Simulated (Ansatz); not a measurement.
**What a change does: geometry relaxation on HfSiO4**

System: HfSiO4 (P-4m2, 6 atoms in the cell).
Method of the first run: DFT, PBEsol, plane waves, PAW, no spin polarisation (Ansatz 0.2.0).

The structure was built on a prototype by a generator; it need not be a known phase. The geometry comes from this level: PBE. Text and figures count atoms from 1; the logs count them from 0 in places.

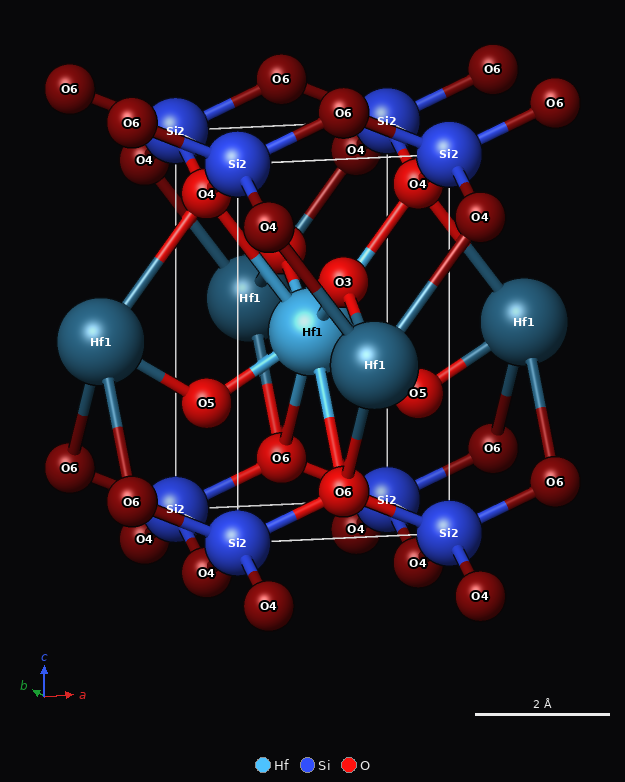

Fig. 1: The starting structure (ball-and-stick view of the cell of the calculation, seen slightly off an axis; neighbours outside the cell are drawn fainter; atoms are numbered from 1 in the order of the input).

The input, the first run:
```yaml
crystal:
  lattice:
    - [3.3161167676, 0.0, 0.0]
    - [0.0, 3.3161167676, 0.0]
    - [0.0, 0.0, 5.769004203]
  atoms:
    - { symbol: Hf, position: [0.5, 0.5, 0.5] }
    - { symbol: Si, position: [0.0, 0.0, 0.0] }
    - { symbol: O, position: [0.5, 0.0, 0.6754318928] }
    - { symbol: O, position: [0.0, 0.5, 0.8776218056] }
    - { symbol: O, position: [0.0, 0.5, 0.3245681072] }
    - { symbol: O, position: [0.5, 0.0, 0.1223781944] }
kpoints:
  mp_grid: { grid: [8, 8, 4] }
hamiltonian:
  xc: pbesol
scf:
  occupations: { method: fermi_dirac, width: 0.02 }
relax:
  f_tol: 0.005
  cell: {}
```

Command:
```bash
ansatz run input.yaml --threads 4 --pin off --max-ram 6451MiB --backend cpu --events-out ev --progress --plain --runs-dir out
```

Hardware: 4 threads of Arm Neoverse V1, 24 GiB of memory available, shared host.

Output, shortened to warnings, some set-up lines, iterations and results (the first run):
```
Basis set: ecut = 420 eV, 1251 PW (Γ), exchange–correlation on 48×48×80 points (8 copies of the dense FFT grid, shifted against one another)
Symmetry: 8 space group operations
k-points: 45 of 256 (time reversal used)
Initial density: superposition of atomic densities (neutral atoms: chi_scale 0, normalization atom), corrected by the library's trained network
[...]
SCF iter   1: F=—  HF=-18468.752612 eV  |F-HF|=—  |Δ(HF+E_count)|=         —  Δρ=1.93e-2  dr2=2.55e-1  ethr=1.77e-3  ⟨swp⟩=6.2  Hψ=6508  notcnv=0
SCF iter   2: F=—  HF=-18468.690881 eV  |F-HF|=—  |Δ(HF+E_count)|=   6.17e-2  Δρ=3.53e-3  dr2=7.81e-3  ethr=4.73e-4  ⟨swp⟩=2.1  Hψ=2479  notcnv=0  defer=71
SCF iter   3: F=—  HF=-18468.689440 eV  |F-HF|=—  |Δ(HF+E_count)|=   1.44e-3  Δρ=1.38e-3  dr2=6.90e-4  ethr=1.45e-5  ⟨swp⟩=2.0  Hψ=2117  notcnv=0  defer=71
SCF iter   4: F=—  HF=-18468.689492 eV  |F-HF|=—  |Δ(HF+E_count)|=   5.19e-5  Δρ=2.50e-4  dr2=3.03e-5  ethr=1.28e-6  ⟨swp⟩=2.6  Hψ=2778  notcnv=0  defer=71
SCF iter   5: F=—  HF=-18468.689437 eV  |F-HF|=—  |Δ(HF+E_count)|=   5.51e-5  Δρ=1.17e-4  dr2=4.15e-6  ethr=5.61e-8  ⟨swp⟩=2.8  Hψ=2708  notcnv=0  defer=71
[... 82 lines ...]
SCF iter   6: F=-18468.770632 eV  HF=-18468.770632 eV  |F-HF|=3.64e-12  |Δ(HF+E_count)|=  3.64e-12  Δρ=3.02e-8  dr2=2.57e-13  ethr=1.00e-12  ⟨swp⟩=1.0  Hψ=1485  notcnv=0
SCF iter   7: F=-18468.770632 eV  HF=-18468.770632 eV  |F-HF|=7.28e-12  |Δ(HF+E_count)|=    0.00e0  Δρ=8.32e-9  dr2=1.47e-14  ethr=1.00e-12  ⟨swp⟩=1.0  Hψ=1485  notcnv=0
SCF iter   8: F=-18468.770632 eV  HF=-18468.770632 eV  |F-HF|=1.46e-11  |Δ(HF+E_count)|=  7.28e-12  Δρ=2.32e-9  dr2=1.25e-15  ethr=1.00e-12  ⟨swp⟩=2.0  Hψ=3477  notcnv=0
SCF 11 converged in 8 iterations: F = -18468.770632 eV  dr2 = 1.25e-15
relax step  11: F+E_penalty+E_count = -18468.77063185 eV  Δ(F+E_penalty+E_count) = +2.814e-5 eV  max|allowed force component| = 9.806e-4 eV/Å  Δτ_max = 0.0000 Å  P = -0.007 …
basis re-selected at this cell: Δ(F+E_penalty+E_count) = +2.814e-5 eV, ΔP = -0.000 GPa vs the last step (what re-selecting the basis moved, of the pressure what is left beyond the Pulay correction that the steps carried, after the strain that the cell walked since its last selection, with what the …
SCF converged after 8 iterations
Free energy (F): -18468.770632 eV
Harris-Foulkes:  -18468.770632 eV  (|F-HF|=1.46e-11)
Internal energy: -18468.770632 eV  (E = F + TS)
E sigma→0 (E₀):  -18468.770632 eV
Fermi energy:    13.073878 eV
--- Per-component energies (eV) ---
  E_band       = 4.384576
  E_kinetic    = 1173.759426
  E_local      = -7704.315271  (includes V_loc(G=0)·N_el)
  E_nonlocal   = -1021.582635
  E_hartree    = 3488.217182
  E_xc         = -646.127461
  E_vxc        = -690.255459  (∫ρ·V_xc dr)
  E_paw        = -7917.942004  (= ΣΔE_a)
  E_vpaw       = 1270.334266  (= ΣTr[D̂ρ^β])
  E_aug_tail   = 0.009883  (compensation charges beyond the density's cutoff)
  E_ewald      = -5842.213557
  E_core_change = 1.423804  (= ΣΔE_core)
  E_smearing   = -0.000000  (= −TS)
  E_closure    = -0.000000  (closes the sum)
  Σ components = -18468.770632   (vs F -18468.770632, Δ=0.00e0)
--- Forces (eV/Å), atoms counted from 1 ---
  atom   1  Hf     0.00000000     0.00000000     0.00000000
  atom   2  Si    -0.00000000    -0.00000000    -0.00000000
  atom   3  O     -0.00000000    -0.00000000    -0.00098056
  atom   4  O      0.00000000     0.00000000    -0.00090713
  atom   5  O     -0.00000000    -0.00000000     0.00098056
  atom   6  O      0.00000000     0.00000000     0.00090713
  max |Σ_I F_I| component: 9.97e-17 eV/Å
--- Stress (GPa, compression-positive) ---
       -0.008710      -0.000000      -0.000000
       -0.000000      -0.008710       0.000000
       -0.000000       0.000000      -0.004112
  P = ⅓ Tr σ = -0.0072 GPa (-0.072 kbar)
--- Relaxed structure (8 steps of the walk, 8 accepted, 3 SCFs on fresh bases) ---
  F+E_penalty+E_count = -18468.77063185 eV   max|allowed force component| = 9.806e-4 eV/Å   (the final SCF, on the basis selected at the relaxed cell)
  cell:  # Å, volume = 59.6935 Å³
    - [3.3102851075396518, -8.006698524779577e-35, -7.846564554283985e-33]
    - [-8.006698524779577e-35, 3.3102851075396518, 0.0]
    - [-1.3650563917125417e-32, 0.0, 5.447487712397808]
  atoms:
[...]
```

For the second run the input was changed thus:
```diff
-  xc: pbesol
+  xc: r2scan
+output:
+  write_density: true
+  write_potential: true
+  elf: true
+  volumetric_format: npy
```

Predict how the results change.

The total energies belong to different methods, so their difference says nothing on which is more stable or more accurate. The volume per atom goes from 9.95 to 10.26 Å³. The functional changes from PBEsol to r2SCAN. The SCF takes 43 iterations over all geometry steps against 70. The default cutoff goes from 420 to 500 eV with the change. On the same kind of shared host the second run took about 1.8 times as long.

Output, shortened to warnings, some set-up lines, iterations and results (the second run):
```
Basis set: ecut = 500 eV, 1573 PW (Γ), exchange–correlation on 100×100×180 points (64 copies of the dense FFT grid, shifted against one another)
Symmetry: 8 space group operations
k-points: 45 of 256 (time reversal used)
Initial density: superposition of atomic densities (neutral atoms: chi_scale 0, normalization atom), corrected by the library's trained network
[...]
SCF iter   1: F=—  HF=-18652.808203 eV  |F-HF|=—  |Δ(HF+E_count)|=         —  Δρ=1.17e-2  dr2=1.16e-1  dr2_τ=3.73e-1  ethr=1.77e-3  ⟨swp⟩=6.3  Hψ=6496  notcnv=0
SCF iter   2: F=—  HF=-18652.900733 eV  |F-HF|=—  |Δ(HF+E_count)|=   9.25e-2  Δρ=7.35e-3  dr2=2.11e-2  dr2_τ=4.48e-3  ethr=2.15e-4  ⟨swp⟩=3.0  Hψ=3413  notcnv=0  defer=70
SCF iter   3: F=—  HF=-18652.896546 eV  |F-HF|=—  |Δ(HF+E_count)|=   4.19e-3  Δρ=3.40e-3  dr2=3.18e-3  dr2_τ=5.41e-4  ethr=3.90e-5  ⟨swp⟩=2.5  Hψ=2524  notcnv=0  defer=70
SCF iter   4: F=—  HF=-18652.896625 eV  |F-HF|=—  |Δ(HF+E_count)|=   7.95e-5  Δρ=1.40e-3  dr2=7.75e-4  dr2_τ=1.34e-4  ethr=5.89e-6  ⟨swp⟩=2.0  Hψ=2508  notcnv=0  defer=70
SCF iter   5: F=—  HF=-18652.896545 eV  |F-HF|=—  |Δ(HF+E_count)|=   8.01e-5  Δρ=2.60e-4  dr2=2.14e-5  dr2_τ=6.08e-6  ethr=1.44e-6  ⟨swp⟩=2.0  Hψ=2419  notcnv=0  defer=70
[... 47 lines ...]
SCF iter   4: F=—  HF=-18652.934831 eV  |F-HF|=—  |Δ(HF+E_count)|=   6.06e-9  Δρ=1.37e-6  dr2=3.53e-10  dr2_τ=2.39e-10  ethr=5.05e-11  ⟨swp⟩=2.0  Hψ=2440  notcnv=0
SCF iter   5: F=—  HF=-18652.934831 eV  |F-HF|=—  |Δ(HF+E_count)|=  3.24e-10  Δρ=6.54e-7  dr2=1.30e-10  dr2_τ=4.98e-11  ethr=1.00e-12  ⟨swp⟩=6.4  Hψ=7744  notcnv=0
SCF iter   6: F=-18652.934831 eV  HF=-18652.934831 eV  |F-HF|=0.00e0  |Δ(HF+E_count)|=  7.28e-11  Δρ=2.62e-7  dr2=1.55e-11  dr2_τ=6.93e-12  ethr=1.00e-12  ⟨swp⟩=6.0  Hψ=6745  …
SCF 7 converged in 6 iterations: F = -18652.934831 eV  dr2 = 1.55e-11
relax step   7: F+E_penalty+E_count = -18652.93483124 eV  Δ(F+E_penalty+E_count) = +1.063e-3 eV  max|allowed force component| = 3.948e-4 eV/Å  Δτ_max = 0.0000 Å  P = +0.022 …
basis re-selected at this cell: Δ(F+E_penalty+E_count) = +1.063e-3 eV, ΔP = +0.020 GPa vs the last step (what re-selecting the basis moved, of the pressure what is left beyond the Pulay correction that the steps carried, after the strain that the cell walked since its last selection, with what the …
SCF converged after 6 iterations
Free energy (F): -18652.934831 eV
Harris-Foulkes:  -18652.934831 eV  (|F-HF|=0.00e0)
Internal energy: -18652.934831 eV  (E = F + TS)
E sigma→0 (E₀):  -18652.934831 eV
Fermi energy:    12.743343 eV
--- Per-component energies (eV) ---
  E_band       = -59.066327
  E_kinetic    = 1181.500877
  E_local      = -7908.924479  (includes V_loc(G=0)·N_el)
  E_nonlocal   = -1036.087852
  E_hartree    = 3582.682804
  E_xc         = -631.487786
  E_vxc        = -770.781436  (∫ρ·V_xc dr)
  E_paw        = -8114.572891  (= ΣΔE_a)
  E_vpaw       = 1265.815611  (= ΣTr[D̂ρ^β])
  E_aug_tail   = 0.004162  (compensation charges beyond the density's cutoff)
  E_vtau       = 44.041086  (kinetic-family band-sum trace: ∫τ·v_τ [+ j·A + Jᵃ·Aᵃ] dr)
  E_ewald      = -5726.166991
  E_core_change = 0.117325  (= ΣΔE_core)
  E_smearing   = -0.000000  (= −TS)
  E_closure    = -0.000000  (closes the sum)
  Σ components = -18652.934831   (vs F -18652.934831, Δ=0.00e0)
--- Forces (eV/Å), atoms counted from 1 ---
  atom   1  Hf    -0.00000000     0.00000000     0.00000000
  atom   2  Si     0.00000000     0.00000000    -0.00000000
  atom   3  O      0.00000000     0.00000000     0.00039484
  atom   4  O     -0.00000000     0.00000000     0.00009960
  atom   5  O      0.00000000     0.00000000    -0.00039484
  atom   6  O     -0.00000000     0.00000000    -0.00009960
  max |Σ_I F_I| component: 1.39e-16 eV/Å
--- Stress (GPa, compression-positive) ---
        0.024408       0.000000      -0.000000
        0.000000       0.024408       0.000000
       -0.000000       0.000000       0.018385
  P = ⅓ Tr σ = 0.0224 GPa (0.224 kbar)
--- Relaxed structure (6 steps of the walk, 6 accepted, 1 SCFs on fresh bases) ---
[...]
```

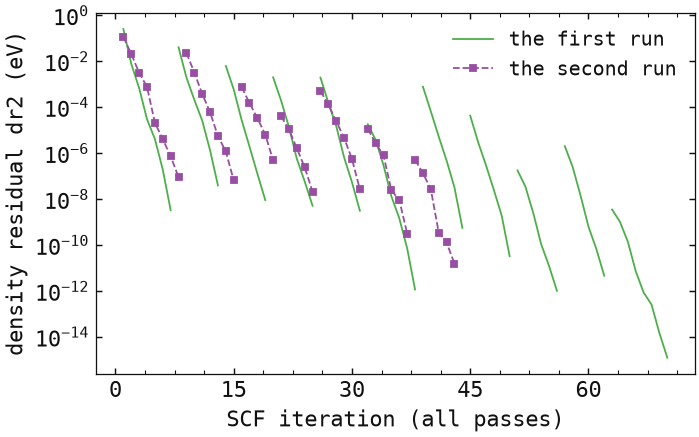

Fig. 2: Convergence of the two runs: density residual dr2 against the SCF iteration. A break in a curve parts two SCF passes. The first run takes 70 iterations in all, and the second run takes 43.

The two runs side by side:

```tsv
quantity	the first run	the second run
outcome	converged	converged
free energy per atom (eV)	−3078.1284	−3108.8225
pressure (GPa)	−0.01	0.02
volume per atom (Å³)	9.95	10.26
largest force (eV/Å)	0.001	0.000
SCF iterations	70	43
irreducible k-points	45	45
gap on the mesh (eV)	–	3.22
wall time (shared host)	23 s	41 s
```

For both runs: Spin–orbit coupling is left out, which matters for Hf.
